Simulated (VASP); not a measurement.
## ELF calculation of CuO

System: CuO (C2/c, 4 atoms in the cell).
Method: Kohn-Sham DFT of a periodic cell, PBE, VASP PAW PBE potentials, recommended, no spin polarisation (VASP 6.6.1).

The structure derives from an entry of the Crystallography Open Database.

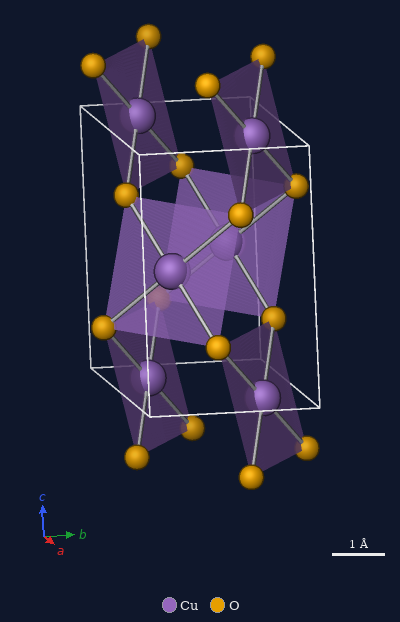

Fig. 1: The input geometry (polyhedral view of the cell 2 times as large as that of the calculation, set on its symmetry axes, seen slightly off an axis; polyhedra are completed across the faces of the cell).

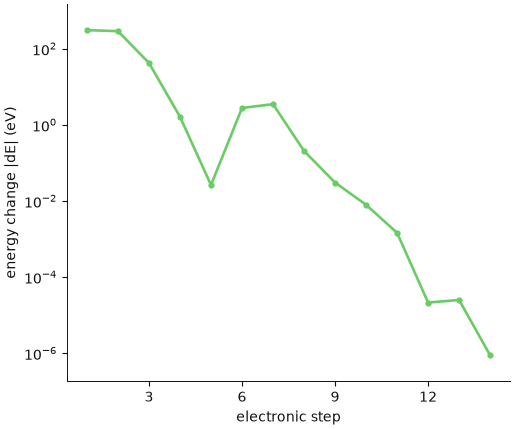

Fig. 2: Convergence of the self-consistent field: energy change |dE| against the electronic step. It takes 14 electronic steps. The density is held fixed in the first few steps, and dE rises again when its update begins.

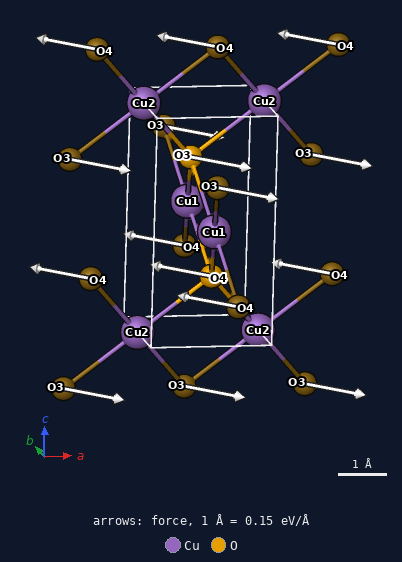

Fig. 3: Forces on the atoms as white arrows (ball-and-stick view of the cell of the calculation, seen slightly off an axis; neighbours outside the cell are drawn fainter; atoms are numbered from 1 in the order of the input). The largest act on O3, O4 (0.22 eV/Å). The geometry is not a stationary point of this energy.

These pictures come from the run below.

INCAR:
```
  ALGO = Normal
  EDIFF = 1E-6
  ENCUT = 520
  GGA = PE
  ISIF = 2
  ISMEAR = 0
  LASPH = True
  LCHARG = True
  LELF = True
  LREAL = False
  LWAVE = False
  NELM = 60
  PREC = Accurate
  SIGMA = 0.02
```

KPOINTS:
```
k-points
0
Gamma
  10 10 5
```

POSCAR:
```
CuO
1.0
    2.3418500000     -1.7113000000      0.0000000000
    2.3418500000      1.7113000000      0.0000000000
   -0.8500274268      0.0000000000      5.0578693947
Cu O
2 2
Direct
    0.5000000000      0.0000000000      0.5000000000
    0.0000000000      0.5000000000      0.0000000000
    0.4184000000      0.5816000000      0.7500000000
    0.5816000000      0.4184000000      0.2500000000
```

Launched with:
```bash
cat potpaw_PBE.64/Cu/POTCAR potpaw_PBE.64/O/POTCAR > POTCAR
mpirun -np 1 vasp_std > vasp.out
```

OSZICAR:
```
N       E                     dE             d eps       ncg     rms          rms(c)
DAV:   1     0.308318557118E+03    0.30832E+03   -0.16968E+04  6074   0.257E+03
DAV:   2     0.183706353156E+02   -0.28995E+03   -0.27550E+03  6037   0.444E+02
DAV:   3    -0.239763047031E+02   -0.42347E+02   -0.40301E+02  8098   0.191E+02
DAV:   4    -0.256112975026E+02   -0.16350E+01   -0.16211E+01  7995   0.389E+01
DAV:   5    -0.256376048294E+02   -0.26307E-01   -0.26289E-01  7813   0.440E+00    0.174E+01
DAV:   6    -0.228573486953E+02    0.27803E+01   -0.52363E+01  8699   0.178E+02    0.131E+01
DAV:   7    -0.193546989202E+02    0.35026E+01   -0.11570E+01  7087   0.134E+02    0.284E+00
DAV:   8    -0.195612945938E+02   -0.20660E+00   -0.26216E+00  6511   0.118E+01    0.172E+00
DAV:   9    -0.195307556953E+02    0.30539E-01   -0.12680E-01 10664   0.938E+00    0.645E-01
DAV:  10    -0.195228054668E+02    0.79502E-02   -0.22354E-02  9159   0.297E+00    0.414E-01
DAV:  11    -0.195213479603E+02    0.14575E-02   -0.14955E-02  9221   0.121E+00    0.538E-02
DAV:  12    -0.195213694054E+02   -0.21445E-04   -0.49974E-04  7836   0.279E-01    0.304E-02
DAV:  13    -0.195213944940E+02   -0.25089E-04   -0.47706E-05  8077   0.645E-02    0.666E-03
DAV:  14    -0.195213936123E+02    0.88170E-06   -0.34899E-06  6237   0.531E-02
   1 F= -.19521394E+02 E0= -.19521134E+02  d E =-.519918E-03
```

Parts of OUTCAR:
```
EDIFF = 1E-6
   ENCUT = 520
   GGA = PE
   ISIF = 2
   ISMEAR = 0
   LASPH = True
   LREAL = False
   NELM = 60
   PREC = Accurate

 ion  position               nearest neighbor table
   1  0.500  0.000  0.500-   3 1.95   4 1.95   4 1.96   3 1.96
   2  0.000  0.500  0.000-   4 1.95   3 1.95   4 1.96   3 1.96
   3  0.418  0.582  0.750-   2 1.95   1 1.95   2 1.96   1 1.96
   4  0.582  0.418  0.250-   1 1.95   2 1.95   2 1.96   1 1.96

  LATTYP: Found a base centered monoclinic cell.
 ALAT       =     4.6837000000
 B/A-ratio  =     0.7307470589
 C/A-ratio  =     1.0950317057
 COS(beta)  =    -0.1657361228

  Lattice vectors:

 A1 = (   2.3418500000,  -1.7113000000,   0.0000000000)
 A2 = (   2.3418500000,   1.7113000000,   0.0000000000)
 A3 = (  -0.8500274268,   0.0000000000,   5.0578693947)

Analysis of symmetry for initial positions (statically):
=====================================================================
 Subroutine PRICEL returns:
 Original cell was already a primitive cell.

 Routine SETGRP: Setting up the symmetry group for a
 base centered monoclinic supercell.

 Subroutine GETGRP returns: Found  4 space group operations
 (whereof  2 operations were pure point group operations)
 out of a pool of  4 trial point group operations.

The static configuration has the point symmetry S_2 .
 The point group associated with its full space group is C_2h.

Analysis of symmetry for dynamics (positions and initial velocities):
=====================================================================
 Subroutine PRICEL returns:
 Original cell was already a primitive cell.

 Routine SETGRP: Setting up the symmetry group for a
 base centered monoclinic supercell.

 Subroutine GETGRP returns: Found  4 space group operations
 (whereof  2 operations were pure point group operations)
 out of a pool of  4 trial point group operations.

The dynamic configuration has the point symmetry S_2 .
 The point group associated with its full space group is C_2h.

 Subroutine INISYM returns: Found  4 space group operations
 (whereof  2 operations are pure point group operations),
 and found     1 'primitive' translations

----------------------------------------------------------------------------------------

                                     Primitive cell

  volume of cell :      40.5399

  direct lattice vectors                    reciprocal lattice vectors
     2.341850000 -1.711300000  0.000000000     0.213506416 -0.292175539  0.035881968
     2.341850000  1.711300000  0.000000000     0.213506416  0.292175539  0.035881968
    -0.850027427  0.000000000  5.057869395     0.000000000  0.000000000  0.197711709

  length of vectors
     2.900484289  2.900484289  5.128800000     0.363646877  0.363646877  0.197711709

  position of ions in fractional coordinates (direct lattice)
     0.500000000  0.000000000  0.500000000
     0.000000000  0.500000000  0.000000000
     0.418400000  0.581600000  0.750000000
     0.581600000  0.418400000  0.250000000

  ion indices of the primitive-cell ions
   primitive index   ion index
                 1           1
                 2           2
                 3           3
                 4           4

----------------------------------------------------------------------------------------

 KPOINTS: k-points

Automatic generation of k-mesh.
 Grid dimensions read from file:
 generate k-points for:   10   10    5

 Generating k-lattice:

  Cartesian coordinates                     Fractional coordinates (reciprocal lattice)
     0.021350642 -0.029217554  0.003588197     0.100000000  0.000000000  0.000000000
     0.021350642  0.029217554  0.003588197     0.000000000  0.100000000  0.000000000
     0.000000000  0.000000000  0.039542342     0.000000000  0.000000000  0.200000000

  Length of vectors
     0.036364688  0.036364688  0.039542342

  Shift w.r.t. Gamma in fractional coordinates (k-lattice)
     0.000000000  0.000000000  0.000000000

 Subroutine IBZKPT returns following result:
 ===========================================

 Found    141 irreducible k-points:

 Following reciprocal coordinates:
            Coordinates               Weight
  0.000000  0.000000  0.000000      1.000000
  0.100000 -0.000000  0.000000      4.000000
  0.200000 -0.000000  0.000000      4.000000
  0.300000 -0.000000  0.000000      4.000000
  0.400000 -0.000000  0.000000      4.000000
  0.500000 -0.000000  0.000000      2.000000
  0.100000  0.100000  0.000000      2.000000
  0.200000  0.100000  0.000000      4.000000
  0.300000  0.100000  0.000000      4.000000
  0.400000  0.100000  0.000000      4.000000
  0.500000  0.100000  0.000000      4.000000
 -0.400000  0.100000 -0.000000      4.000000
 -0.300000  0.100000 -0.000000      4.000000
 -0.200000  0.100000 -0.000000      4.000000
 -0.100000  0.100000  0.000000      2.000000
  0.200000  0.200000  0.000000      2.000000
  0.300000  0.200000  0.000000      4.000000
  0.400000  0.200000  0.000000      4.000000
  0.500000  0.200000  0.000000      4.000000
 -0.400000  0.200000 -0.000000      4.000000
 -0.300000  0.200000  0.000000      4.000000
 -0.200000  0.200000  0.000000      2.000000
  0.300000  0.300000  0.000000      2.000000
  0.400000  0.300000  0.000000      4.000000
 [... further k-points ...]
   k-points           NKPTS =    141   k-points in BZ     NKDIM =    141   number of bands    NBANDS=     21
   number of dos      NEDOS =    301   number of ions     NIONS =      4
   total plane-waves  NPLWV =  23040
   dimension x,y,z NGX =    24 NGY =   24 NGZ =   40
   dimension x,y,z NGXF=    48 NGYF=   48 NGZF=   80
   ions per type =               2   2
   NGX,Y,Z   is equivalent  to a cutoff of  13.76, 13.76, 12.97 a.u.
   NGXF,Y,Z  is equivalent  to a cutoff of  27.51, 27.51, 25.93 a.u.
 SYSTEM =  unknown system
   PREC   = accura    normal or accurate (medium, high low for compatibility)
   ISTART =      0    job   : 0-new  1-cont  2-samecut
   ICHARG =      2    charge: 1-file 2-atom 10-const
   ISPIN  =      1    spin polarized calculation?
   LNONCOLLINEAR =      F non collinear calculations
   LSORBIT =      F    spin-orbit coupling
   LASPH  =      T    aspherical Exc in radial PAW
   ENCUT  =  520.0 eV  38.22 Ry    6.18 a.u.   5.39  5.39  9.54*2*pi/ulx,y,z
   NELM   =     60;   NELMIN=  2; NELMDL= -5     # of ELM steps
   EDIFF  = 0.1E-05   stopping-criterion for ELM
   LREAL  =      F    real-space projection
   EDIFFG = 0.1E-04   stopping-criterion for IOM
   NSW    =      0    number of steps for IOM
   IBRION =     -1    ionic relax: 0-MD 1-quasi-New 2-CG
   NFREE  =      0    steps in history (QN), initial steepest desc. (CG)
   ISIF   =      2    stress and relaxation
   ISYM   =      2    0-nonsym 1-usesym 2-fastsym
   POTIM  = 0.5000    time-step for ionic-motion
   TEBEG  =    0.0;   TEEND  =   0.0 temperature during run
   PSTRESS=    0.0 pullay stress
   NELECT =      34.0000    total number of electrons
   NUPDOWN=      -1.0000    fix difference up-down
   EMIN   =  10.00;   EMAX   =-10.00  energy-range for DOS
   EFERMI =   0.00;   METHOD = LEGACY
   ISMEAR =     0;   SIGMA  =   0.02  broadening in eV -4-tet -1-fermi 0-gaus
   EFERMI_NEDOS =   21; number of points for ismear=-14 and -15
   IALGO  =     38    algorithm
   IMIX   =      4    mixing-type and parameters
     AMIX     =   0.40;   BMIX     =  1.00
     AMIX_MAG =   1.60;   BMIX_MAG =  1.00
  volume/ion in A,a.u.               =      10.13        68.39
  Fermi-wavevector in a.u.,A,eV,Ry     =   1.543856  2.917465 32.429379  2.383492
  Thomas-Fermi vector in A             =   2.649460
   LORBIT       =      0    0 simple, 1 ext, 2 COOP (PROOUT), +10 PAW based schemes
   GGA     = PE    functional components
   LHFCALC =     F    Hartree Fock is set to
   AEXX    =    0.0000 exact exchange contribution
   IVDW    =     0    specifies the selected vdW correction
   LEPSILON=     F    determine dielectric tensor
   LRPA    =     F    only Hartree local field effects (RPA)
 non-spin polarized calculation
 Gauss-broadening in eV      SIGMA  =   0.02
  energy-cutoff  :      520.00
  volume of cell :       40.54
 maximum number of plane-waves:      1129
 NGX is ok and might be reduce to    24
   NGX = 11   NGY = 11   NGZ = 19

 number of electron      34.0000001 magnetization

 Free energy of the ion-electron system (eV)
  ---------------------------------------------------
  ext. energy  EPLUGINS =         0.00000000
  ---------------------------------------------------
  free energy    TOTEN  =       -19.52139361 eV

  energy without entropy =      -19.52087369  energy(sigma->0) =      -19.52113365

 E-fermi :   5.7120     XC(G=0): -11.9152     alpha+bet :-11.5159

 val. band max:        5.7042669908   @ k =  -0.4000   0.2000   0.4000
 cond. band min:       5.7222028491   @ k =   0.5000   0.2000   0.4000
 fundamental gap:      0.0179358583
 Fermi energy:         5.7120346939

 k-point     1 :       0.0000    0.0000    0.0000
  band No.  band energies     occupation
      1     -14.2147      2.00000
      2     -12.8884      2.00000
      3      -2.4335      2.00000
      4       0.1583      2.00000
      5       0.5545      2.00000
      6       2.4023      2.00000
      7       2.6197      2.00000
      8       2.6286      2.00000
      9       2.6434      2.00000
     10       2.7351      2.00000
     11       3.0573      2.00000
     12       3.0929      2.00000
     13       3.3242      2.00000
     14       3.4891      2.00000
     15       3.5472      2.00000
     16       4.0478      2.00000
     17       5.9324      0.00000
     18       6.6605      0.00000
     19       7.4463      0.00000
     20      11.7685      0.00000
     21      13.8930      0.00000

 k-point     2 :       0.1000   -0.0000    0.0000
  band No.  band energies     occupation
      1     -14.1472      2.00000
      2     -12.8667      2.00000
      3      -2.3234      2.00000
      4       0.1421      2.00000
      5       0.5261      2.00000
      6       1.6351      2.00000
      7       2.2946      2.00000
      8       2.6077      2.00000
      9       2.7082      2.00000
     10       2.8953      2.00000
     11       3.1378      2.00000
     12       3.3001      2.00000
     13       3.4790      2.00000
     14       3.5606      2.00000
     15       3.5657      2.00000
     16       4.0480      2.00000
     17       5.8277      0.00000
     18       6.5599      0.00000
     19       7.8396      0.00000
     20      12.2123      0.00000
     21      13.6554      0.00000

 k-point     3 :       0.2000   -0.0000    0.0000
  band No.  band energies     occupation
      1     -13.9641      2.00000
      2     -12.8093      2.00000
      3      -2.0282      2.00000
      4       0.0810      2.00000
      5       0.3871      2.00000
      6       0.6273      2.00000
      7       1.9472      2.00000
      8       2.2814      2.00000
      9       2.7770      2.00000
     10       3.0105      2.00000
     11       3.2509      2.00000
     12       3.4424      2.00000
     13       3.4894      2.00000
     14       3.7816      2.00000
     15       3.8119      2.00000
     16       4.0455      2.00000
     17       5.6555      1.99994
     18       6.3910      0.00000
     19       8.7867      0.00000
     20      12.9699      0.00000
     21      13.2821      0.00000

 k-point     4 :       0.3000   -0.0000    0.0000
  band No.  band energies     occupation
      1     -13.7229      2.00000
      2     -12.7374      2.00000
      3      -1.6548      2.00000
      4      -0.5387      2.00000
      5       0.0060      2.00000
      6       0.5279      2.00000
      7       1.6608      2.00000
      8       1.8071      2.00000
      9       2.9099      2.00000
     10       3.0874      2.00000
     11       3.3606      2.00000
     12       3.4543      2.00000
     13       3.5565      2.00000
     14       3.9479      2.00000
     15       3.9848      2.00000
     16       4.1105      2.00000
     17       5.6418      2.00000
     18       6.2250      0.00000
     19       9.8994      0.00000
     20      12.0210      0.00000
     21      14.5664      0.00000

 k-point     5 :       0.4000   -0.0000    0.0000
  band No.  band energies     occupation
      1     -13.5130      2.00000
      2     -12.6789      2.00000
      3      -1.3720      2.00000
      4      -1.2347      2.00000
      5      -0.0247      2.00000
      6       0.5452      2.00000
      7       1.3783      2.00000
      8       1.4714      2.00000
      9       3.0628      2.00000
     10       3.1332      2.00000
     11       3.4105      2.00000
     12       3.4348      2.00000
     13       3.6310      2.00000
     14       4.0695      2.00000
     15       4.1031      2.00000
     16       4.2382      2.00000
     17       5.7003      1.59230
     18       6.0638      0.00000
     19      10.7259      0.00000
     20      11.4365      0.00000
     21      13.6136      0.00000

 [... the levels of 18 k-points are left out ...]

 k-point    24 :       0.4000    0.3000    0.0000
  band No.  band energies     occupation
      1     -13.2351      2.00000
      2     -12.6403      2.00000
      3      -1.1016      2.00000
      4      -0.7987      2.00000
      5       0.1813      2.00000
      6       0.3740      2.00000
      7       0.5558      2.00000
      8       1.7161      2.00000
      9       2.9568      2.00000
     10       3.2313      2.00000
     11       3.3191      2.00000
     12       3.4301      2.00000
     13       3.6583      2.00000
     14       3.7159      2.00000
     15       3.9934      2.00000
     16       4.4547      2.00000
     17       4.8963      2.00000
     18       6.4593      0.00000
     19      10.1037      0.00000
     20      12.2238      0.00000
     21      14.7109      0.00000

 [... further k-points ...]

------------------------ aborting loop because EDIFF is reached ----------------------------------------

  FORCE on cell =-STRESS in cart. coord.  units (eV):
  Direction    XX          YY          ZZ          XY          YZ          ZX
  --------------------------------------------------------------------------------------
  -------------------------------------------------------------------------------------
  Total        1.5772667      1.8025605      1.3998900      0.0000000      0.0000000     -0.3415871
  in kB       62.3351338     71.2389661     55.3250321      0.0000000      0.0000000    -13.4998567
  external PRESSURE =      62.9663773 kB  Pullay stress =       0.0000000 kB

 VOLUME and BASIS-vectors are now :
 -----------------------------------------------------------------------------
  energy-cutoff  :      520.00
  volume of cell :       40.54
      direct lattice vectors                 reciprocal lattice vectors
     2.341850000 -1.711300000  0.000000000     0.213506416 -0.292175539  0.035881968
     2.341850000  1.711300000  0.000000000     0.213506416  0.292175539  0.035881968
    -0.850027427  0.000000000  5.057869395     0.000000000  0.000000000  0.197711709

 POSITION                                       TOTAL-FORCE (eV/Angst)
 -----------------------------------------------------------------------------------
      0.74591     -0.85565      2.52893         0.000000     -0.000000      0.000000
      1.17092      0.85565      0.00000         0.000000     -0.000000      0.000000
      1.70433      0.27928      3.79340         0.000000     -0.217855      0.000000
      2.12934     -0.27928      1.26447        -0.000000      0.217855      0.000000
 -----------------------------------------------------------------------------------
    total drift:                                0.000000      0.000000     -0.000000

  FREE ENERGIE OF THE ION-ELECTRON SYSTEM (eV)
  ---------------------------------------------------
  free  energy   TOTEN  =       -19.5213936123 eV

  energy  without entropy=      -19.5208736942  energy(sigma->0) =      -19.52113365
```

CONTCAR:
```
CuO
   1.00000000000000
     2.3418500000000000   -1.7113000000000000    0.0000000000000000
     2.3418500000000000    1.7113000000000000    0.0000000000000000
    -0.8500274268000000    0.0000000000000000    5.0578693947000000
  Cu              O
     2     2
Direct
     0.5000000000000000    0.0000000000000000    0.5000000000000000
     0.0000000000000000    0.5000000000000000    0.0000000000000000
     0.4183999999999983    0.5816000000000017    0.7500000000000000
     0.5816000000000017    0.4183999999999983    0.2500000000000000

  0.00000000E+00  0.00000000E+00  0.00000000E+00
  0.00000000E+00  0.00000000E+00  0.00000000E+00
  0.00000000E+00  0.00000000E+00  0.00000000E+00
  0.00000000E+00  0.00000000E+00  0.00000000E+00
```

Results in brief:

- outcome: converged
- space group (tolerance 0.01 Å): C2/c (15)
- electrons treated: 34
- free energy: −19.5214 eV
- Fermi energy of the self-consistent step: 5.712 eV
- gap on the k-point mesh: none (metallic)
- pressure: 6.30 GPa
- largest force (length of the vector): 0.218 eV/Å
- hardware: 1 thread of Intel Xeon (Granite Rapids), 176 GiB of memory available, shared host
- wall time: 41 s
- peak memory: 0.24 GiB

Remarks:

The run has no spin polarisation, so a magnetic state may lie lower. The cell is under a pressure of 6.3 GPa at this level, so it is not at its equilibrium volume.
